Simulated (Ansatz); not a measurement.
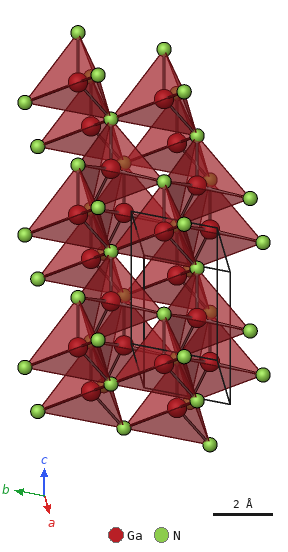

The starting point is a symmetric starting cell of GaN. A polyhedral model of the cell of the calculation, repeated 2 × 2 × 2 with one cell outlined, seen from a free direction.

Computed with DFT PBE, scalar-relativistic, plane waves, PAW (Ansatz 0.2.0). Set-up: plane-wave cutoff 420 eV; k-point mesh 12 × 12 × 6; occupations gaussian; smearing width 0.02 eV; no spin polarisation.

The variant: A single atom, N, is moved by 0.22 Å along +c. No relaxation follows. The starting cell wasn't computed here and needn't be at equilibrium, so pressure and forces aren't due to the change alone.

Q: Predict the response.

A: The pressure is 9.7 GPa (not all of it need come from the change, since the unchanged cell can be under pressure at this level too). The principal stresses (compression positive) are 5.0 GPa along c and 12.0 GPa across it. The largest force is 2.7 eV/Å, on an N atom. The forces mostly point back along the displacements (cosine −0.84). Some distances before and after: Ga–N 1.944 → 1.884 to 2.162 Å. The space group (tolerance 0.01 Å) goes from P6_3mc (No. 186) to P3m1 (No. 156).

The changed structure in the same view:

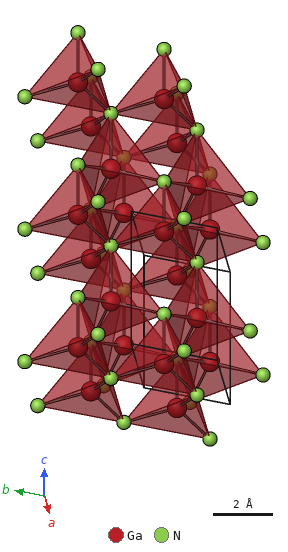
